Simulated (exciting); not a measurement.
**A series of single points on MoSe**

System: MoSe (Pm-3m, 2 atoms in the cell).
Method: Kohn-Sham DFT of a periodic cell, PBEsol, all-electron LAPW+lo, shipped species files, no spin polarisation (exciting sodium).

The 7 runs differ only in the geometry, by an even scaling of the cell at fixed fractional positions. The structure was made by swapping elements on the sites of another compound; it need not be a known phase.

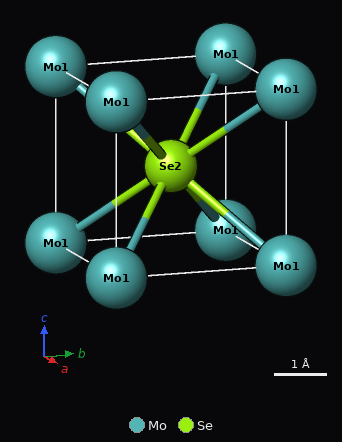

Figure 1. The structure of run 4 (ball-and-stick view of the cell of the calculation, seen slightly off an axis; atoms are numbered from 1 in the order of the input).

### Input of run 4
```
<input>
  <title>MoSe</title>
  <structure speciespath="./" tshift="false">
    <crystal scale="1">
      <basevect>6.614475298411 0.000000000000 0.000000000000</basevect>
      <basevect>0.000000000000 6.614475298411 0.000000000000</basevect>
      <basevect>0.000000000000 0.000000000000 6.614475298411</basevect>
    </crystal>
    <species speciesfile="Mo.xml" rmt="2.3">
      <atom coord="0.000000000000 0.000000000000 0.000000000000"/>
    </species>
    <species speciesfile="Se.xml" rmt="2">
      <atom coord="0.500000000000 0.500000000000 0.500000000000"/>
    </species>
  </structure>
  <groundstate do="fromscratch" ngridk="8 8 8" rgkmax="9" gmaxvr="14" lmaxapw="10" lmaxmat="10" lmaxvr="8" xctype="GGA_PBE_SOL" stype="Fermi Dirac" swidth="0.00183747" nempty="14" ValenceRelativity="iora*" epsengy="1e-05" epspot="1e-05" maxscl="60" tforce="true" outputlevel="normal"/>
</input>
```

Command:
```bash
OMP_NUM_THREADS=1 exciting_smp
```

Run 2 has the same physical settings and fractional positions; its lattice vectors (Å) are:
```
   3.452923    0.000000    0.000000
   0.000000    3.452923    0.000000
   0.000000    0.000000    3.452923
```

### Results, with one run withheld

| run | volume per atom (Å³) | free energy per atom, from the lowest run given (meV) |
| --- | --- | --- |
| 1 | 20.155 | 0.00 |
| 2 | 20.584 | ? |
| 3 | 21.013 | 159.29 |
| 4 | 21.442 | 240.06 |
| 5 | 21.871 | 321.60 |
| 6 | 22.299 | 403.43 |
| 7 | 22.728 | 485.33 |

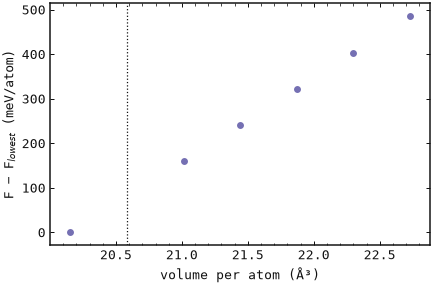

Figure 2. Free energy per atom of the runs given; the dotted line marks run 2.

What should run 2 give?

A cubic polynomial in V^(−2/3) (the Birch–Murnaghan form), fitted to the 6 runs given, misses them by at most 0.11 meV per atom. With x = V^(−2/3) − 0.12911 Å⁻², it reads F = 261.68 − 47515 x + 5.4651e+05 x² + 1.0714e+06 x³ (meV per atom). At run 2 it gives 79.08 meV per atom, and the run itself gives 79.10. The fit has no minimum inside this range.

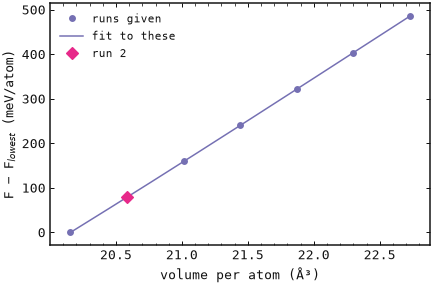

Figure 3. The fit and the withheld run.

### Some lines of the output (run 2)
```
[...]
 Absolute change in total energy   (target) :  0.272987E-03  ( 0.100000E-04)
 Total energy                               :     -6475.97560619
 Fermi energy                               :         0.33011256
 DOS at Fermi energy (states/Ha/cell)       :        88.06044475
 Absolute change in total energy   (target) :  0.288883E-04  ( 0.100000E-04)
 Total energy                               :     -6475.97560166
 Fermi energy                               :         0.33011250
 DOS at Fermi energy (states/Ha/cell)       :        88.06043815
 Absolute change in total energy   (target) :  0.452859E-05  ( 0.100000E-04)
 Total energy                               :     -6475.97559929
 DOS at Fermi energy (states/Ha/cell)       :        88.06044017
 Absolute change in total energy   (target) :  0.237603E-05  ( 0.100000E-04)
 Total energy                               :     -6475.97560082
 DOS at Fermi energy (states/Ha/cell)       :        88.06043952
```
